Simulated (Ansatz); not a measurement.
## SnO: one change and its effect

System: SnO (P4/nmm, 4 atoms in the cell).
Method of run A: Kohn-Sham DFT of a periodic cell, PBEsol with D4, Ansatz PAW, no spin polarisation (Ansatz 0.2.0).

The structure derives from a Materials Project entry. Text and figures count atoms from 1; the logs count them from 0 in places.

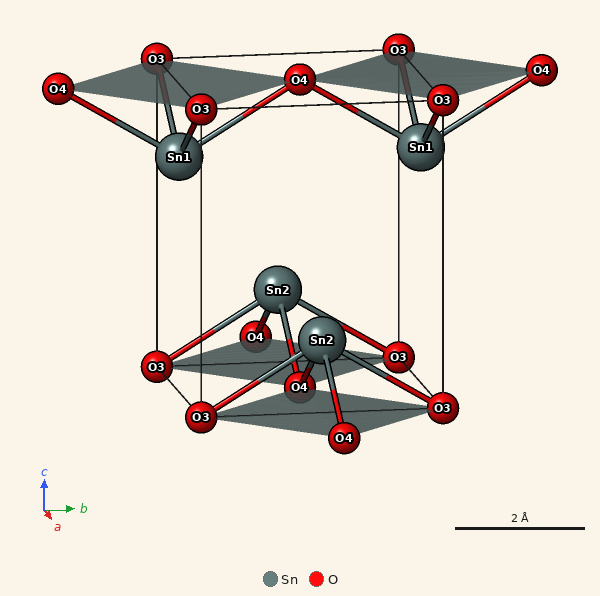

**Figure 1.** The starting structure (polyhedral view of the cell of the calculation, seen slightly off an axis; polyhedra are completed across the faces of the cell; atoms are numbered from 1 in the order of the input). An atom can appear more than once, as a periodic image.

## Input, run A
```yaml
crystal:
  lattice:
    - [3.81369522, 0.0, 0.0]
    - [0.0, 3.81369522, 0.0]
    - [0.0, 0.0, 4.8869133]
  atoms:
    - { symbol: Sn, position: [0.5, 0.0, 0.76462614] }
    - { symbol: Sn, position: [0.0, 0.5, 0.23537386] }
    - { symbol: O, position: [0.0, 0.0, 0.0] }
    - { symbol: O, position: [0.5, 0.5, 0.0] }
hamiltonian:
  xc: pbesol
  pseudopotentials: { kind: paw }
  dispersion: d4
kpoints:
  mp_grid: { grid: [7, 7, 6] }
scf:
  occupations: { method: fermi_dirac, width: 0.05 }
output:
  forces: true
  stress: true
relax:
  f_tol: 0.01
  max_steps: 40
  cell: { stress_tol: 0.05 }
```

Launched with:
```bash
ansatz run input.yaml --threads 2 --pin off --max-ram 5632MiB --backend cpu --events-out ev --progress --plain --runs-dir out
```

Hardware: 2 threads of Intel Xeon (Sapphire Rapids), 16 GiB of memory available, shared host.

## Output, shortened to warnings, some set-up lines, iterations and results (run A)
```
Basis set: ecut = 420 eV, 1409 PW (Γ), exchange–correlation on 54×54×72 points (8 copies of the dense FFT grid, shifted against one another)
Symmetry: 16 space group operations
k-points: 40 of 294
Initial density: superposition of atomic densities (neutral atoms: chi_scale 0, normalization atom), corrected by the library's trained network
[...]
SCF iter   1: F=—  HF=-13022.055909 eV  |F-HF|=—  |Δ(HF+E_count)|=         —  Δρ=1.32e-2  dr2=1.02e-1  ethr=1.77e-3  ⟨swp⟩=6.0  Hψ=4393  notcnv=0
SCF iter   2: F=—  HF=-13022.034268 eV  |F-HF|=—  |Δ(HF+E_count)|=   2.16e-2  Δρ=4.39e-3  dr2=1.31e-2  ethr=2.55e-4  ⟨swp⟩=2.2  Hψ=1793  notcnv=0
SCF iter   3: F=—  HF=-13022.031490 eV  |F-HF|=—  |Δ(HF+E_count)|=   2.78e-3  Δρ=1.03e-3  dr2=8.21e-4  ethr=3.29e-5  ⟨swp⟩=2.0  Hψ=1380  notcnv=0
SCF iter   4: F=—  HF=-13022.031437 eV  |F-HF|=—  |Δ(HF+E_count)|=   5.29e-5  Δρ=2.51e-4  dr2=4.58e-5  ethr=2.05e-6  ⟨swp⟩=2.0  Hψ=1734  notcnv=0
SCF iter   5: F=—  HF=-13022.031445 eV  |F-HF|=—  |Δ(HF+E_count)|=   7.60e-6  Δρ=5.04e-5  dr2=2.79e-6  ethr=1.15e-7  ⟨swp⟩=2.0  Hψ=1252  notcnv=0
[... 64 lines ...]
SCF iter   4: F=—  HF=-13022.072640 eV  |F-HF|=—  |Δ(HF+E_count)|=   1.43e-8  Δρ=9.70e-7  dr2=1.65e-9  ethr=3.18e-11  ⟨swp⟩=2.2  Hψ=1287  notcnv=0
SCF iter   5: F=—  HF=-13022.072640 eV  |F-HF|=—  |Δ(HF+E_count)|=  2.38e-10  Δρ=2.93e-7  dr2=1.17e-10  ethr=4.11e-12  ⟨swp⟩=2.6  Hψ=1323  notcnv=0
SCF iter   6: F=-13022.072640 eV  HF=-13022.072640 eV  |F-HF|=1.82e-12  |Δ(HF+E_count)|=  2.36e-11  Δρ=1.26e-7  dr2=8.61e-12  ethr=1.00e-12  ⟨swp⟩=5.0  Hψ=3752  notcnv=0
SCF 9 converged in 6 iterations: F = -13022.072640 eV  dr2 = 8.61e-12
relax step   9: F+E_penalty+E_count = -13022.07263990 eV  Δ(F+E_penalty+E_count) = +1.202e-3 eV  max|allowed force component| = 1.687e-3 eV/Å  Δτ_max = 0.0000 Å  P = -0.021 …
basis re-selected at this cell: Δ(F+E_penalty+E_count) = +1.202e-3 eV, ΔP = -0.017 GPa vs the last step (what re-selecting the basis moved, of the pressure what is left beyond the Pulay correction that the steps carried, after the strain that the cell walked since its last selection, with what the …
SCF converged after 6 iterations
Free energy (F): -13022.072640 eV
Harris-Foulkes:  -13022.072640 eV  (|F-HF|=1.82e-12)
Internal energy: -13022.069655 eV  (E = F + TS)
E sigma→0 (E₀):  -13022.071147 eV
Entropy (-TS):   -0.002985 eV (-0.746 meV/atom)
Fermi energy:    10.728187 eV
--- Per-component energies (eV) ---
  E_band       = -156.960235
  E_kinetic    = 724.989966
  E_local      = -2454.691933  (includes V_loc(G=0)·N_el)
  E_nonlocal   = 36.561853
  E_hartree    = 1349.827381
  E_xc         = -904.707506
  E_vxc        = -381.502900  (∫ρ·V_xc dr)
  E_paw        = -8435.837287  (= ΣΔE_a)
  E_vpaw       = -781.976741  (= ΣTr[D̂ρ^β])
  E_aug_tail   = 0.004842  (compensation charges beyond the density's cutoff)
  E_ewald      = -3338.193074
  E_disp       = -0.664152  (pairwise vdW)
  E_core_change = 0.640255  (= ΣΔE_core)
  E_smearing   = -0.002985  (= −TS)
  E_closure    = 0.000000  (closes the sum)
  Σ components = -13022.072640   (vs F -13022.072640, Δ=0.00e0)
--- Forces (eV/Å), atoms counted from 1 ---
  atom   1  Sn     0.00000000     0.00000000    -0.00168693
  atom   2  Sn     0.00000000     0.00000000     0.00168693
  atom   3  O      0.00000000     0.00000000     0.00000000
  atom   4  O      0.00000000     0.00000000    -0.00000000
  max |Σ_I F_I| component: 0.00e0 eV/Å
--- Stress (GPa, compression-positive) ---
       -0.009846       0.000000       0.000000
        0.000000      -0.009846       0.000000
        0.000000       0.000000      -0.043459
  P = ⅓ Tr σ = -0.0210 GPa (-0.210 kbar)
--- Relaxed structure (7 steps of the walk, 7 accepted, 2 SCFs on fresh bases) ---
  F+E_penalty+E_count = -13022.07263990 eV   max|allowed force component| = 1.687e-3 eV/Å   (the final SCF, on the basis selected at the relaxed cell)
  cell:  # Å, volume = 65.9675 Å³
    - [3.7815738061414033, -1.0195584141110204e-33, 0.0]
    - [-1.196872920912937e-33, 3.7815738061414033, 0.0]
    - [0.0, 0.0, 4.613015947854891]
  atoms:
    - { symbol: Sn, position: [0.5, -4.438508500383421e-37, 0.7496724134001619] }
[...]
```

Run B used a changed input.

## The two runs side by side

| quantity | run A | run B |
| --- | --- | --- |
| outcome | converged | converged |
| free energy per atom (eV) | −3255.5182 | −3301.5285 |
| energy per atom, smearing taken to zero (eV) | −3255.5178 | −3301.5283 |
| pressure (GPa) | −0.02 | −0.03 |
| volume per atom (Å³) | 16.49 | 17.25 |
| largest force (eV/Å) | 0.002 | 0.002 |
| SCF iterations | 56 | 50 |
| irreducible k-points | 40 | 40 |
| wall time (shared host) | 12 s | 11 s |

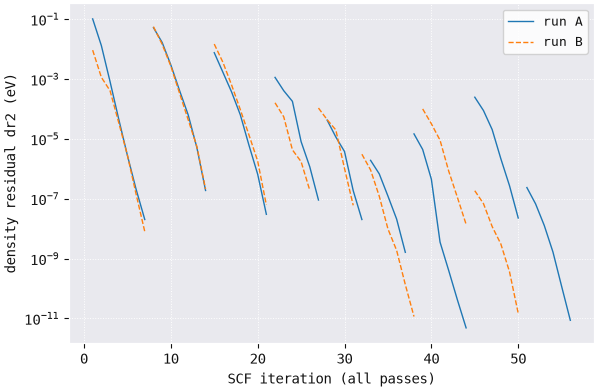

**Figure 2.** Convergence of the two runs: density residual dr2 against the SCF iteration. A break in a curve parts two SCF passes. Run A takes 56 iterations in all, and run B takes 50.

Which change of the input explains these differences?

The change (lines with − go, lines with + come):
```diff
-  xc: pbesol
+  xc: rpbe
```

The total energies belong to different methods, so their difference says nothing on which is more stable or more accurate. The volume per atom goes from 16.49 to 17.25 Å³. The functional changes from PBEsol to RPBE. The SCF takes 50 iterations over all geometry steps against 56.

## Output, shortened to warnings, some set-up lines, iterations and results (run B)
```
Basis set: ecut = 420 eV, 1409 PW (Γ), exchange–correlation on 54×54×72 points (8 copies of the dense FFT grid, shifted against one another)
Symmetry: 16 space group operations
k-points: 40 of 294
Initial density: superposition of atomic densities (neutral atoms: chi_scale 0, normalization atom), corrected by the library's trained network
[...]
SCF iter   1: F=—  HF=-13206.079857 eV  |F-HF|=—  |Δ(HF+E_count)|=         —  Δρ=3.85e-3  dr2=9.19e-3  ethr=1.77e-3  ⟨swp⟩=6.0  Hψ=4439  notcnv=0
SCF iter   2: F=—  HF=-13206.077823 eV  |F-HF|=—  |Δ(HF+E_count)|=   2.03e-3  Δρ=1.97e-3  dr2=1.14e-3  ethr=2.30e-5  ⟨swp⟩=2.1  Hψ=2043  notcnv=0
SCF iter   3: F=—  HF=-13206.078217 eV  |F-HF|=—  |Δ(HF+E_count)|=   3.94e-4  Δρ=8.64e-4  dr2=4.07e-4  ethr=2.84e-6  ⟨swp⟩=2.0  Hψ=1227  notcnv=0
SCF iter   4: F=—  HF=-13206.078449 eV  |F-HF|=—  |Δ(HF+E_count)|=   2.32e-4  Δρ=2.46e-4  dr2=3.49e-5  ethr=1.02e-6  ⟨swp⟩=2.0  Hψ=1280  notcnv=0
SCF iter   5: F=—  HF=-13206.078450 eV  |F-HF|=—  |Δ(HF+E_count)|=   1.77e-6  Δρ=6.79e-5  dr2=2.85e-6  ethr=8.72e-8  ⟨swp⟩=2.8  Hψ=1691  notcnv=0
[... 56 lines ...]
SCF iter   4: F=—  HF=-13206.113899 eV  |F-HF|=—  |Δ(HF+E_count)|=   4.46e-8  Δρ=2.46e-6  dr2=3.06e-9  ethr=2.91e-11  ⟨swp⟩=2.0  Hψ=1358  notcnv=0
SCF iter   5: F=—  HF=-13206.113899 eV  |F-HF|=—  |Δ(HF+E_count)|=   3.71e-9  Δρ=5.09e-7  dr2=3.58e-10  ethr=7.66e-12  ⟨swp⟩=2.0  Hψ=1312  notcnv=0
SCF iter   6: F=-13206.113899 eV  HF=-13206.113899 eV  |F-HF|=9.09e-12  |Δ(HF+E_count)|=  3.06e-10  Δρ=1.49e-7  dr2=1.48e-11  ethr=1.00e-12  ⟨swp⟩=4.1  Hψ=4267  notcnv=0
SCF 8 converged in 6 iterations: F = -13206.113899 eV  dr2 = 1.48e-11
relax step   8: F+E_penalty+E_count = -13206.11389885 eV  Δ(F+E_penalty+E_count) = +6.177e-4 eV  max|allowed force component| = 2.154e-3 eV/Å  Δτ_max = 0.0000 Å  P = -0.030 …
basis re-selected at this cell: Δ(F+E_penalty+E_count) = +6.177e-4 eV, ΔP = -0.008 GPa vs the last step (what re-selecting the basis moved, of the pressure what is left beyond the Pulay correction that the steps carried, after the strain that the cell walked since its last selection, with what the …
SCF converged after 6 iterations
Free energy (F): -13206.113899 eV
Harris-Foulkes:  -13206.113899 eV  (|F-HF|=9.09e-12)
Internal energy: -13206.112104 eV  (E = F + TS)
E sigma→0 (E₀):  -13206.113002 eV
Entropy (-TS):   -0.001795 eV (-0.449 meV/atom)
Fermi energy:    10.328656 eV
--- Per-component energies (eV) ---
  E_band       = -171.125784
  E_kinetic    = 723.640722
  E_local      = -2533.259953  (includes V_loc(G=0)·N_el)
  E_nonlocal   = 28.986238
  E_hartree    = 1385.107557
  E_xc         = -914.818224
  E_vxc        = -379.441826  (∫ρ·V_xc dr)
  E_paw        = -8608.165569  (= ΣΔE_a)
  E_vpaw       = -781.270856  (= ΣTr[D̂ρ^β])
  E_aug_tail   = 0.004728  (compensation charges beyond the density's cutoff)
  E_ewald      = -3285.387765
  E_disp       = -2.230592  (pairwise vdW)
  E_core_change = 0.010752  (= ΣΔE_core)
  E_smearing   = -0.001795  (= −TS)
  E_closure    = 0.000000  (closes the sum)
  Σ components = -13206.113899   (vs F -13206.113899, Δ=0.00e0)
--- Forces (eV/Å), atoms counted from 1 ---
  atom   1  Sn     0.00000000     0.00000000     0.00215366
  atom   2  Sn     0.00000000     0.00000000    -0.00215366
  atom   3  O      0.00000000     0.00000000    -0.00000000
  atom   4  O      0.00000000     0.00000000     0.00000000
  max |Σ_I F_I| component: 1.67e-16 eV/Å
--- Stress (GPa, compression-positive) ---
       -0.024566       0.000000       0.000000
        0.000000      -0.024566       0.000000
        0.000000       0.000000      -0.040639
  P = ⅓ Tr σ = -0.0299 GPa (-0.299 kbar)
--- Relaxed structure (6 steps of the walk, 6 accepted, 2 SCFs on fresh bases) ---
  F+E_penalty+E_count = -13206.11389885 eV   max|allowed force component| = 2.154e-3 eV/Å   (the final SCF, on the basis selected at the relaxed cell)
  cell:  # Å, volume = 68.9891 Å³
    - [3.842568536023695, -3.546290136038332e-34, 0.0]
    - [-3.546290136038332e-34, 3.842568536023695, 0.0]
    - [0.0, 0.0, 4.672367530768493]
  atoms:
    - { symbol: Sn, position: [0.5000000000000001, 7.890681778458981e-37, 0.7510816458256645] }
[...]
```

For run B: Points of doubt noted for this run: forces on files of another functional.
